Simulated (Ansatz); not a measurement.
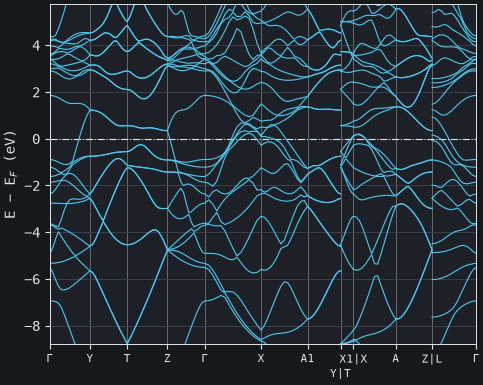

Band structure. Energies are counted from the Fermi level.

Structure: TiSi2, space group Fddd (No. 70), 6 atoms in the primitive cell; a = 6.05 Å, b = 5.04 Å, c = 4.76 Å, α = 76.22°, β = 53.94°, γ = 49.83°.

Ansatz 0.2.0; PBE, Ansatz PAW, no spin polarisation, no spin-orbit coupling, 6×6×6 k mesh, 420 eV cutoff, Fermi-Dirac smearing of 0.05 eV.

Does this material conduct, going by its bands?

A metal: 4 bands cross the Fermi level along this path.

Which levels at Γ lie nearest to the Fermi level?

At Γ the nearest levels lie 0.89 eV below and 1.85 eV above the Fermi level.

The k mesh is thin for a metal, so its Fermi level is uncertain by some hundredths of an eV. The cell is under a strain of +4 % (uniaxial). The cell is at −4 GPa in this functional. The cell is a database's computed one. In reduced coordinates of the cell that was run, Y is (0.5, 0, 0.5), T is (1, 0.5, 0.5), Z is (0.5, 0.5, 0), X is (0, 0.407, 0.407), A1 is (0.5, 0.238, 0.738), X1 is (1, 0.593, 0.593), A is (0.5, 0.762, 0.262) and L is (0.5, 0.5, 0.5).
